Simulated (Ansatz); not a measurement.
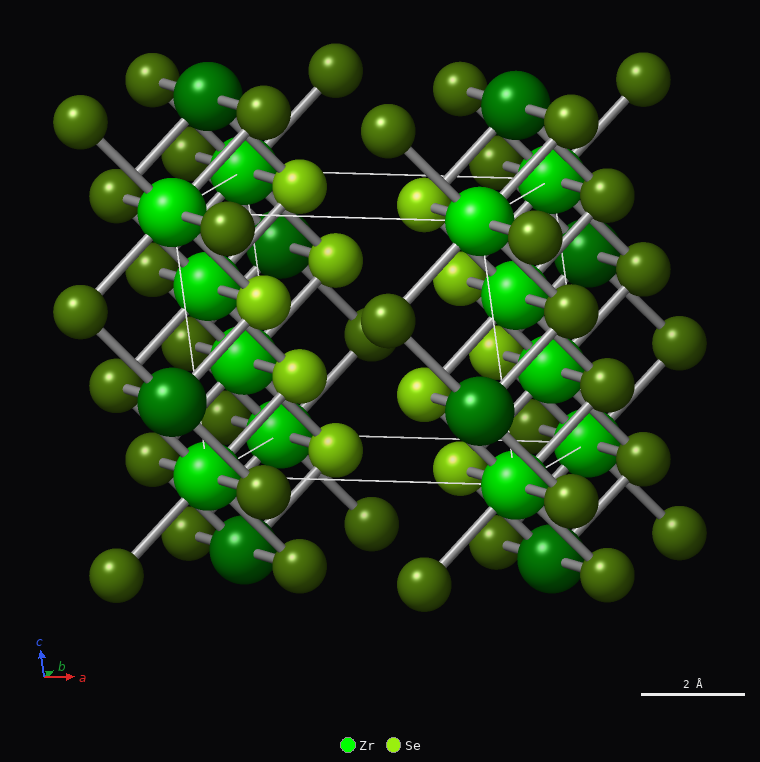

The input geometry (ball-and-stick view of the cell of the calculation, seen slightly off an axis; neighbours outside the cell are drawn fainter). An atom can appear more than once, as a periodic image. Near neighbours in the periodic cell (some may lie outside the picture): Zr has 6 Se at 2.68 Å; Se has 3 Zr at 2.68 Å.

**ZrSe2: geometry relaxation**

The run: geometry relaxation of ZrSe2 (P-3m1, 9 atoms in the cell). Method and program: DFT PBEsol, scalar-relativistic, plane waves, PAW, no spin polarisation (Ansatz 0.2.0).

The structure derives from a Materials Project entry. It belongs to a series of runs on one base structure; here: 6 of 6 S sites taken by Se, cell and atoms relaxed.

**What the program printed**
```
Engine: ansatz 0.2.0, x86_64-unknown-linux-gnu
Pseudopotentials: kind: paw
Pseudopotential: Zr, paw, valence charge 12, recommended cutoff 420 eV (normal), Zr.paw.azcp
Pseudopotential: Se, paw, valence charge 16, recommended cutoff 420 eV (normal), Se.paw.azcp
Functional definition: PBEsol
  exchange = pbesol_x
  correlation = pbesol_c
Crystal: 9 atoms, lattice volume = 221.908 Å³
Basis set: ecut = 420 eV, 4341 PW (Γ), exchange–correlation on 90×90×90 points (8 copies of the dense FFT grid, shifted against one another)
Bands: 80, of which v1, the nominal top of the filled ones, is band 66 counted from 1 (65 counted from 0)
Symmetry: 36 space group operations
Space group: P-3m1 (ITA 164), of the structure as read, at distance tolerance 6.1e-5 Å
k-points: 34 of 216
Non-local potential: Zr, projectors of the file, l = 0: 3, l = 1: 2, l = 2: 2, l = 3: 2
Non-local potential: Se, projectors of the file, l = 0: 2, l = 1: 2, l = 2: 3, l = 3: 1
PAW form: soft (Blöchl's): semilocal exchange-correlation on the pseudo side does not see the compensation charge
PAW frozen core: Zr, regenerated for the run's functional, and the local potential with it (the file was generated under x = pbe(κ = 0.804, μ = 0.2195149727645171), c = pbe(β = 0.06672455060314922))
PAW frozen core: Se, regenerated for the run's functional, and the local potential with it (the file was generated under x = pbe(κ = 0.804, μ = 0.2195149727645171), c = pbe(β = 0.06672455060314922))
PAW one-centre angular grid: Zr, 590 points (default); XC on 64 Gauss nodes
PAW one-centre angular grid: Se, 590 points (default); XC on 64 Gauss nodes
Initial density: superposition of atomic densities (neutral atoms: chi_scale 0, normalization atom), corrected by the library's trained network
Initial wavefunctions: pseudopotential atomic-orbital guess
Functional: x = pbesol(κ = 0.804, μ = 0.12345679012345678), c = pbesol(β = 0.046)
SCF iter   1: F=—  HF=-44943.260654 eV  |F-HF|=—  |Δ(HF+E_count)|=         —  Δρ=2.44e-3  dr2=1.62e-2  ethr=1.77e-3  ⟨swp⟩=5.4  Hψ=10221  notcnv=0  defer=14
preconditioner: auto → Kerker (q_TF=auto, 2.502 Å⁻¹)  [metal: Δε(μ)=0.072 eV  Ē_g=7.848 eV  σ=0.100 eV  W_gap=0.38  n_scr=70 (ndim 8)  ℏωp=17.3 eV  f_vac=0.042  D(μ)=0.48/eV (n_scr^D=0)]
SCF iter   2: F=—  HF=-44943.256613 eV  |F-HF|=—  |Δ(HF+E_count)|=   4.04e-3  Δρ=1.37e-3  dr2=4.01e-3  ethr=1.23e-5  ⟨swp⟩=2.0  Hψ=5368  notcnv=0  defer=14
SCF iter   3: F=—  HF=-44943.256669 eV  |F-HF|=—  |Δ(HF+E_count)|=   5.62e-5  Δρ=6.42e-4  dr2=1.11e-3  ethr=3.04e-6  ⟨swp⟩=1.0  Hψ=2531  notcnv=0  defer=14
SCF iter   4: F=—  HF=-44943.256800 eV  |F-HF|=—  |Δ(HF+E_count)|=   1.31e-4  Δρ=1.53e-4  dr2=1.31e-4  ethr=8.39e-7  ⟨swp⟩=2.0  Hψ=3346  notcnv=0  defer=14
SCF iter   5: F=—  HF=-44943.256836 eV  |F-HF|=—  |Δ(HF+E_count)|=   3.52e-5  Δρ=4.18e-5  dr2=1.13e-5  ethr=9.94e-8  ⟨swp⟩=2.0  Hψ=3347  notcnv=0  defer=14
SCF iter   6: F=—  HF=-44943.256717 eV  |F-HF|=—  |Δ(HF+E_count)|=   1.19e-4  Δρ=1.37e-5  dr2=1.63e-6  ethr=8.55e-9  ⟨swp⟩=2.0  Hψ=3268  notcnv=0  defer=14
SCF iter   7: F=—  HF=-44943.256717 eV  |F-HF|=—  |Δ(HF+E_count)|=   8.90e-8  Δρ=6.50e-6  dr2=2.28e-7  ethr=1.24e-9  ⟨swp⟩=2.5  Hψ=4603  notcnv=0  defer=14
SCF iter   8: F=-44943.256717 eV  HF=-44943.256717 eV  |F-HF|=6.30e-9  |Δ(HF+E_count)|=   3.19e-8  Δρ=2.01e-6  dr2=1.24e-8  ethr=7.58e-11  ⟨swp⟩=8.5  Hψ=9874  notcnv=0
SCF 1 converged in 8 iterations: F = -44943.256717 eV  dr2 = 1.24e-8
  greatest PAW one-centre occupation: 1.000 electrons in one spin orbital (limit 2), on the Se atom at site 8 (counted from 0), in its partial waves of l = 2
relax step   1: F+E_penalty+E_count = -44943.25671670 eV  Δ(F+E_penalty+E_count) = +0.000e0 eV  max|allowed force component| = 4.391e-3 eV/Å  Δτ_max = 0.0000 Å  P = -0.025 GPa  Ω = 221.908 Å³  (8 SCF iters, dr2 threshold 1.00e-7 eV, accepted)
Initial density: handed on by an earlier stage of this run
Initial wavefunctions: pseudopotential atomic-orbital guess (no wavefunctions were taken with the density)
iter 1 solved again at ethr=6.66e-9 eV; its pass at ethr=3.10e-3 eV (dr2=8.79e-6 eV) is discarded
SCF iter   1: F=—  HF=-44943.256725 eV  |F-HF|=—  |Δ(HF+E_count)|=         —  Δρ=2.01e-6  dr2=1.25e-8  ethr=6.66e-9  ⟨swp⟩=3.0  Hψ=18097  notcnv=0
preconditioner: auto → Kerker (q_TF=auto, 2.502 Å⁻¹)  [metal: Δε(μ)=0.092 eV  Ē_g=7.859 eV  σ=0.100 eV  W_gap=0.48  n_scr=70 (ndim 8)  ℏωp=17.3 eV  f_vac=0.039  D(μ)=0.41/eV (n_scr^D=0)]
SCF iter   2: F=—  HF=-44943.256717 eV  |F-HF|=—  |Δ(HF+E_count)|=   7.83e-6  Δρ=1.48e-6  dr2=7.30e-9  ethr=9.45e-12  ⟨swp⟩=2.0  Hψ=4969  notcnv=0
SCF iter   3: F=—  HF=-44943.256717 eV  |F-HF|=—  |Δ(HF+E_count)|=   3.70e-9  Δρ=3.72e-7  dr2=8.51e-10  ethr=5.53e-12  ⟨swp⟩=2.0  Hψ=3517  notcnv=0
SCF iter   4: F=-44943.256717 eV  HF=-44943.256717 eV  |F-HF|=2.18e-11  |Δ(HF+E_count)|=  8.73e-11  Δρ=2.15e-7  dr2=2.82e-10  ethr=1.00e-12  ⟨swp⟩=5.4  Hψ=9617  notcnv=0
SCF 2 converged in 4 iterations: F = -44943.256717 eV  dr2 = 2.82e-10
relax step   2: F+E_penalty+E_count = -44943.25671670 eV  Δ(F+E_penalty+E_count) = -1.055e-9 eV  max|allowed force component| = 4.378e-3 eV/Å  Δτ_max = 0.0000 Å  P = -0.025 GPa  Ω = 221.908 Å³  stress off target by 3.91e-2 GPa  SCF on the basis re-selected at this cell (its energy is not comparable with the rows above)  (4 SCF iters)
```

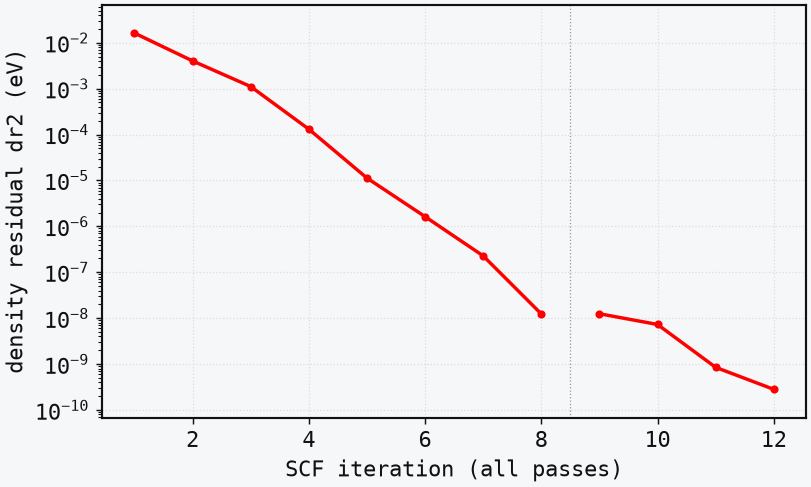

Convergence of the self-consistent field: density residual dr2 against the SCF iteration. The dotted lines part the SCF passes of the relaxation: geometry steps, rejected trials and re-solves on a re-selected basis. The passes take 8 and 4 iterations.

```
basis re-selected at this cell: Δ(F+E_penalty+E_count) = -1.055e-9 eV, ΔP = +0.000 GPa vs the last step (what re-selecting the basis moved, of the pressure what is left beyond the Pulay correction that the steps carried, after the strain that the cell walked since its last selection, with what the two solves' SCF thresholds leave and, on support functions, any second-order correction that the steps lacked; it is no measure of the basis error at this ecutwfc). This SCF's stress stands 3.91e-2 GPa from its target on what of the cell is left free (relax.cell.stress_tol is 1.50e-1 GPa) and its largest allowed force component is 4.38e-3 eV/Å (relax.f_tol is 1.50e-2 eV/Å): within both
SCF converged after 4 iterations
Free energy (F): -44943.256717 eV
Harris-Foulkes:  -44943.256717 eV  (|F-HF|=2.18e-11)
Internal energy: -44943.254643 eV  (E = F + TS)
E sigma→0 (E₀):  -44943.255680 eV
Entropy (-TS):   -0.002074 eV (-0.230 meV/atom)
Fermi energy:    9.361627 eV
--- Per-component energies (eV) ---
  E_band       = -2629.650337
  E_kinetic    = 1712.992799
  E_local      = -17118.992937  (includes V_loc(G=0)·N_el)
  E_nonlocal   = -3318.217095
  E_hartree    = 8095.405207
  E_xc         = -1104.923045
  E_vxc        = -1164.072110  (∫ρ·V_xc dr)
  E_paw        = -19903.743923  (= ΣΔE_a)
  E_vpaw       = 1067.831785  (= ΣTr[D̂ρ^β])
  E_aug_tail   = -0.003482  (compensation charges beyond the density's cutoff)
  E_ewald      = -13312.320031
  E_core_change = 6.547864  (= ΣΔE_core)
  E_smearing   = -0.002074  (= −TS)
  E_closure    = 0.000000  (closes the sum)
  Σ components = -44943.256717   (vs F -44943.256717, Δ=0.00e0)
--- Forces (eV/Å), atoms counted from 1 ---
  atom   1  Zr     0.00000000     0.00000000     0.00000000
  atom   2  Zr    -0.00000000    -0.00000000    -0.00000000
  atom   3  Zr    -0.00000000     0.00000000     0.00000000
  atom   4  Se    -0.00000000    -0.00000000    -0.00437823
  atom   5  Se    -0.00000000    -0.00000000    -0.00437823
  atom   6  Se     0.00000000    -0.00000000    -0.00437823
  atom   7  Se     0.00000000     0.00000000     0.00437823
  atom   8  Se    -0.00000000    -0.00000000     0.00437823
  atom   9  Se     0.00000000    -0.00000000     0.00437823
  max |Σ_I F_I| component: 4.34e-18 eV/Å
--- Stress (GPa, compression-positive) ---
       -0.039123       0.000000      -0.000000
       -0.000000      -0.039123       0.000000
       -0.000000       0.000000       0.002478
  P = ⅓ Tr σ = -0.0253 GPa (-0.253 kbar)
--- Band table (eV; the first three rows and the last of 34) ---
  k-point 0: bands = ["-40.0194", "-40.0051", "-40.0051", "-37.7709", "-37.7709", "-37.7708", "-37.7708", "-37.7708", "-37.7708", "-37.7706", "-37.7706", "-37.7705", "-37.7705", "-37.7674", "-37.7674", "-37.7661", "-37.7659", "-37.7655", "-37.7655", "-37.7655", "-37.7655", "-37.7611", "-37.7611", "-37.7611", "-37.7611", "-37.7607", "-37.7607", "-37.7607", "-37.7607", "-37.7606", "-37.7606", "-37.7605", "-37.7605", "-18.1420", "-18.1420", "-18.1420", "-18.1420", "-18.1160", "-18.0539", "-18.0539", "-17.9890", "-17.9890", "-4.1440", "-2.8272", "-2.8272", "-2.8272", "-2.8272", "-2.8055", "4.2784", "5.3436", "5.3436", "5.5268", "5.5268", "5.5268", "5.5268", "6.6292", "6.6292", "6.8292", "6.8292", "6.8292", "6.8292", "7.4360", "7.4360", "9.2705", "9.3045", "9.3045", "10.3245", "10.3245", "10.6217", "11.1043", "11.1043", "11.9198", "11.9198", "11.9198", "11.9198", "13.3551", "13.3551", "13.3551", "13.3551", "13.5070"]
  k-point 1: bands = ["-40.0182", "-40.0058", "-40.0055", "-37.7710", "-37.7710", "-37.7710", "-37.7709", "-37.7708", "-37.7707", "-37.7705", "-37.7705", "-37.7704", "-37.7702", "-37.7675", "-37.7675", "-37.7661", "-37.7658", "-37.7656", "-37.7655", "-37.7655", "-37.7655", "-37.7611", "-37.7611", "-37.7610", "-37.7610", "-37.7608", "-37.7608", "-37.7607", "-37.7607", "-37.7605", "-37.7605", "-37.7605", "-37.7605", "-18.1782", "-18.1681", "-18.1112", "-18.1018", "-18.0962", "-18.0565", "-18.0556", "-18.0091", "-17.9934", "-4.0537", "-2.9014", "-2.8836", "-2.8475", "-2.8115", "-2.8036", "4.4150", "4.9226", "5.1228", "5.6354", "5.6380", "5.9829", "6.2119", "6.4722", "6.6544", "6.6758", "6.7065", "6.7796", "6.7828", "7.4325", "7.5554", "8.5153", "8.8846", "9.2447", "10.4634", "10.5793", "10.8546", "10.8899", "10.9911", "11.7585", "11.9074", "11.9590", "12.0237", "13.0777", "13.2219", "13.2941", "13.4376", "13.7836"]
  k-point 2: bands = ["-40.0153", "-40.0080", "-40.0063", "-37.7711", "-37.7711", "-37.7711", "-37.7709", "-37.7709", "-37.7707", "-37.7704", "-37.7704", "-37.7703", "-37.7695", "-37.7680", "-37.7676", "-37.7660", "-37.7657", "-37.7657", "-37.7656", "-37.7656", "-37.7655", "-37.7611", "-37.7610", "-37.7610", "-37.7609", "-37.7609", "-37.7608", "-37.7608", "-37.7608", "-37.7605", "-37.7605", "-37.7604", "-37.7603", "-18.2033", "-18.1601", "-18.0984", "-18.0708", "-18.0600", "-18.0586", "-18.0582", "-18.0541", "-18.0070", "-3.8041", "-3.1137", "-3.0036", "-2.8543", "-2.8272", "-2.7868", "4.5777", "4.8018", "5.3653", "5.8289", "5.9454", "5.9742", "6.1829", "6.4933", "6.6329", "6.7223", "6.7346", "6.8719", "7.2186", "7.2409", "7.3310", "7.9182", "8.1137", "8.9610", "10.2076", "10.4228", "10.6643", "10.9334", "11.3546", "11.5167", "11.8977", "12.1802", "12.2219", "12.9025", "13.2106", "13.5143", "13.7982", "14.0175"]
  k-point 33: bands = ["-40.0098", "-40.0098", "-40.0098", "-37.7710", "-37.7710", "-37.7710", "-37.7708", "-37.7708", "-37.7708", "-37.7706", "-37.7706", "-37.7706", "-37.7683", "-37.7683", "-37.7683", "-37.7657", "-37.7657", "-37.7657", "-37.7656", "-37.7656", "-37.7656", "-37.7611", "-37.7611", "-37.7611", "-37.7609", "-37.7609", "-37.7609", "-37.7606", "-37.7606", "-37.7606", "-37.7605", "-37.7605", "-37.7605", "-18.1578", "-18.1578", "-18.1578", "-18.0742", "-18.0742", "-18.0742", "-18.0252", "-18.0252", "-18.0252", "-3.2210", "-3.2210", "-3.2210", "-2.9370", "-2.9370", "-2.9370", "4.9650", "4.9650", "4.9650", "5.4046", "5.4046", "5.4046", "6.7067", "6.7067", "6.7067", "6.8760", "6.8760", "6.8760", "8.0220", "8.0220", "8.0220", "8.2104", "8.2104", "8.2104", "9.7061", "9.7061", "9.7061", "11.7643", "11.7643", "11.7643", "12.0031", "12.0031", "12.0031", "13.6055", "13.6055", "13.6055", "13.6607", "13.6607"]
--- Relaxed structure (1 steps of the walk, 1 accepted, 1 SCFs on fresh bases) ---
  F+E_penalty+E_count = -44943.25671670 eV   max|allowed force component| = 4.378e-3 eV/Å   (the final SCF, on the basis selected at the relaxed cell)
  cell:  # Å, volume = 221.9077 Å³
    - [0.0, 0.0, -6.1414019546]
    - [-5.593939031901888, -3.2296622058989097, 0.0]
    - [0.0, 6.4593244117978195, 0.0]
  atoms:
    - { symbol: Zr, position: [0.9999999999999999, 0.3333333333333333, 0.6666666666666665] }
    - { symbol: Zr, position: [0.9999999999999999, 0.6666666666666666, 0.3333333333333333] }
    - { symbol: Zr, position: [0.9999999999999999, 0.0, 0.0] }
    - { symbol: Se, position: [0.2585066867, 0.3333333333333333, 0.33333333333333326] }
    - { symbol: Se, position: [0.2585066867, 0.6666666666666666, 5.551115123125783e-17] }
    - { symbol: Se, position: [0.2585066867, 0.0, 0.6666666666666665] }
    - { symbol: Se, position: [0.7414933133, 0.6666666666666666, 0.6666666666666665] }
    - { symbol: Se, position: [0.7414933133, 1.0, 0.3333333333333333] }
    - { symbol: Se, position: [0.7414933133, 0.3333333333333333, 2.7755575615628914e-17] }
```

**Trajectory as extended XYZ (Å, eV, eV/Å), 2 frames, from step=1 to step=2**
```
9
Lattice="0.0000 0.0000 -6.1414 -5.5939 -3.2297 0.0000 0.0000 6.4593 0.0000" Properties=species:S:1:pos:R:3:forces:R:3 step=1 energy=-44943.25672 pressure_GPa=-0.03
Zr   -1.8646    3.2297   -6.1414    0.0000   0.0000   0.0000
Zr   -3.7293    0.0000   -6.1414    0.0000   0.0000   0.0000
Zr    0.0000    0.0000   -6.1414    0.0000   0.0000   0.0000
Se   -1.8646    1.0766   -1.5876    0.0000   0.0000  -0.0044
Se   -3.7293   -2.1531   -1.5876    0.0000   0.0000  -0.0044
Se    0.0000    4.3062   -1.5876    0.0000   0.0000  -0.0044
Se   -3.7293    2.1531   -4.5538    0.0000   0.0000   0.0044
Se   -5.5939   -1.0766   -4.5538    0.0000   0.0000   0.0044
Se   -1.8646   -1.0766   -4.5538    0.0000   0.0000   0.0044
9
Lattice="0.0000 0.0000 -6.1414 -5.5939 -3.2297 0.0000 0.0000 6.4593 0.0000" Properties=species:S:1:pos:R:3:forces:R:3 step=2 energy=-44943.25672 pressure_GPa=-0.03
Zr   -1.8646    3.2297   -6.1414    0.0000   0.0000   0.0000
Zr   -3.7293    0.0000   -6.1414    0.0000   0.0000   0.0000
Zr    0.0000    0.0000   -6.1414    0.0000   0.0000   0.0000
Se   -1.8646    1.0766   -1.5876    0.0000   0.0000  -0.0044
Se   -3.7293   -2.1531   -1.5876    0.0000   0.0000  -0.0044
Se    0.0000    4.3062   -1.5876    0.0000   0.0000  -0.0044
Se   -3.7293    2.1531   -4.5538    0.0000   0.0000   0.0044
Se   -5.5939   -1.0766   -4.5538    0.0000   0.0000   0.0044
Se   -1.8646   -1.0766   -4.5538    0.0000   0.0000   0.0044
```

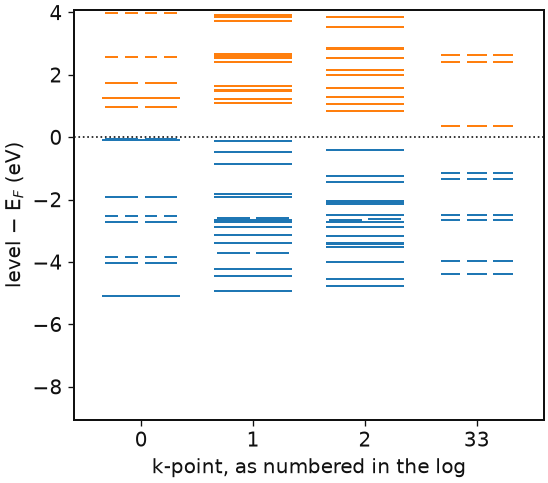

Kohn–Sham levels near the Fermi level (dotted) at the few k-points that the log prints; levels within 0.02 eV of each other stand side by side. Among these points the highest filled and lowest empty levels are 0.40 eV apart; the gap on the full mesh, 0.09 eV, has an edge at a point that isn't printed.

This output came from the following input.

**Input**
```yaml
crystal:
  lattice:
    - [0.0, 0.0, -6.1414019546]
    - [-5.5939390319, -3.2296622059, 0.0]
    - [0.0, 6.4593244118, 0.0]
  atoms:
    - { symbol: Zr, position: [1.0, 0.3333333333, 0.6666666667] }
    - { symbol: Zr, position: [1.0, 0.6666666667, 0.3333333333] }
    - { symbol: Zr, position: [1.0, 0.0, 0.0] }
    - { symbol: Se, position: [0.2585066867, 0.3333333333, 0.3333333333] }
    - { symbol: Se, position: [0.2585066867, 0.6666666667, 0.0] }
    - { symbol: Se, position: [0.2585066867, 0.0, 0.6666666667] }
    - { symbol: Se, position: [0.7414933133, 0.6666666667, 0.6666666667] }
    - { symbol: Se, position: [0.7414933133, 1.0, 0.3333333333] }
    - { symbol: Se, position: [0.7414933133, 0.3333333333, 0.0] }
basis:
  ecutwfc: 420
kpoints:
  mp_grid: { grid: [6, 6, 6] }
hamiltonian:
  xc: pbesol
scf:
  occupations: { method: gaussian, width: 0.1 }
output:
  forces: true
  stress: true
  eigenvalues: true
relax:
  adjacent_minimum: "off"
  f_tol: 0.015
  max_steps: 60
  cell: { stress_tol: 0.15 }
```

Launched with:
```bash
ansatz run input.yaml --threads 2 --pin off --max-ram 5120MiB --backend cpu --events-out ev --progress --plain --runs-dir out
```

**Summary**

- outcome: converged
- space group (tolerance 0.01 Å): P-3m1 (164)
- electrons treated: 132
- free energy: −44943.2567 eV
- Fermi energy: 9.362 eV
- gap on the k-point mesh: 0.09 eV
- pressure: −0.03 GPa
- final volume: 221.91 Å³
- largest force (length of the vector) at the end: 0.004 eV/Å
- final cell: a = 6.141 Å, b = 6.459 Å, c = 6.459 Å, α = 120.00°, β = 90.00°, γ = 90.00°
- hardware: 2 threads of Oxide Virtual Turin-like (Zen 5), 32 GiB of memory available, shared host
- wall time: 19 s (CPU time 37 s)
- peak memory: 0.88 GiB
